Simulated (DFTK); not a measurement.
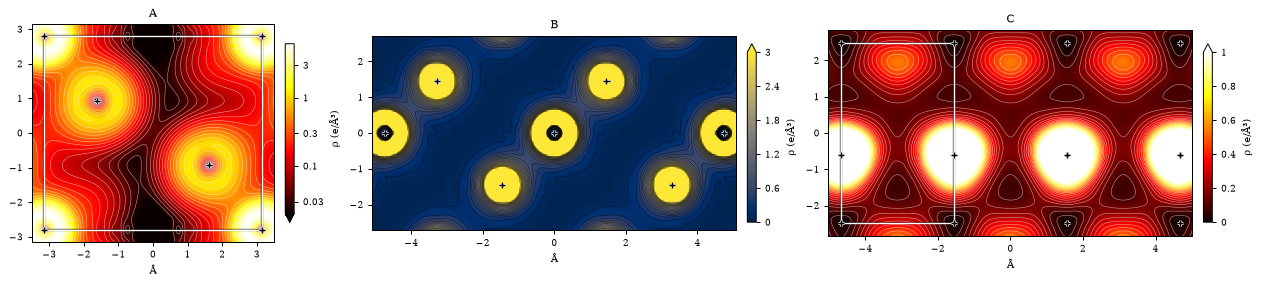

The valence pseudo-density of 3 systems, each on a plane through atoms (crosses mark nuclei in the plane).

Theory: Kohn-Sham DFT of a periodic cell, PBE, dojo.nc.sr.PBE.v0_4_1.standard.upf in DFTK.

System 1: AlN, the (010) plane of the conventional cell. Space group P6₃mc; computed pressure about 3 GPa in this cell.

```
Al N
1.0
     3.11300    0.00000    0.00000
    -1.55650    2.69594    0.00000
     0.00000    0.00000    4.98100
Al N
2 2
Direct
  0.66667 0.33333 0.50000
  0.33333 0.66667 0.00000
  0.66667 0.33333 0.88000
  0.33333 0.66667 0.38000
```

System 2: SnO$_{2}$, the (001) plane of the conventional cell. Space group P4₂/mnm; computed pressure about 12 GPa in this cell.

System 3: MoS$_{2}$, the (110) plane of the conventional cell. Space group P-3m1; a structure from a database of computed crystals, not necessarily the ambient phase.

Question: Which map belongs to which system?

Answer: Panel A is system 3, MoS$_{2}$: the plane holds Mo and S. Mo–S (2.42 Å): ρ at the midpoint is about 0.56 e/Å³. Panel B is system 2, SnO$_{2}$: the plane holds Sn and O. Sn–O (2.06 Å): ρ at the midpoint is about 0.65 e/Å³. Panel C is system 1, AlN: the plane holds Al and N. Al–N (1.89 Å): ρ is about 0.67 e/Å³ halfway.
